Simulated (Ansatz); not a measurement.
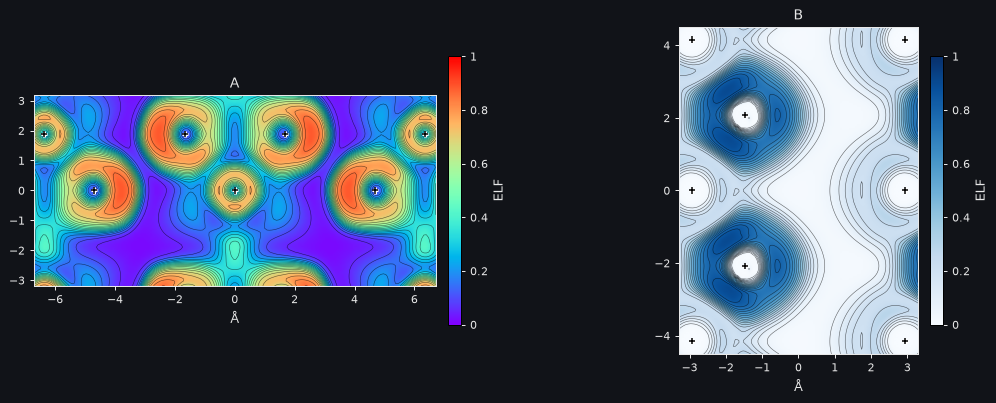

The electron localisation function of 2 systems, each on a plane through atoms (crosses mark nuclei in the plane).

Theory: DFT PBEsol, scalar-relativistic, plane waves, PAW in Ansatz.

System 1: MoSe$_{2}$, the (110) plane of the conventional cell. Space group P6₃/mmc; computed without spin polarisation.

System 2: InP, the (110) plane of the conventional cell. Space group F-43m.

```
CELL_PARAMETERS angstrom
5.87818 0.00000 0.00000
0.00000 0.00000 -5.87818
0.00000 5.87818 0.00000
ATOMIC_POSITIONS crystal
In 0.50000 0.50000 0.00000
In 0.00000 0.50000 0.50000
In 0.00000 0.00000 0.00000
In 0.50000 0.00000 0.50000
P 0.25000 0.75000 0.25000
P 0.75000 0.75000 0.75000
P 0.75000 0.25000 0.25000
P 0.25000 0.25000 0.75000
```

**Match each panel to its system.**

Panel A is system 1, MoSe$_{2}$: the plane holds Mo and Se. Mo–Se (2.53 Å): the ELF is about 0.50 at the midpoint. Panel B is system 2, InP: the plane holds In and P. In–P (2.55 Å): the ELF peaks at about 0.90 in the valence shell of P, 0.9 Å from its nucleus, and is about 0.55 at the midpoint.
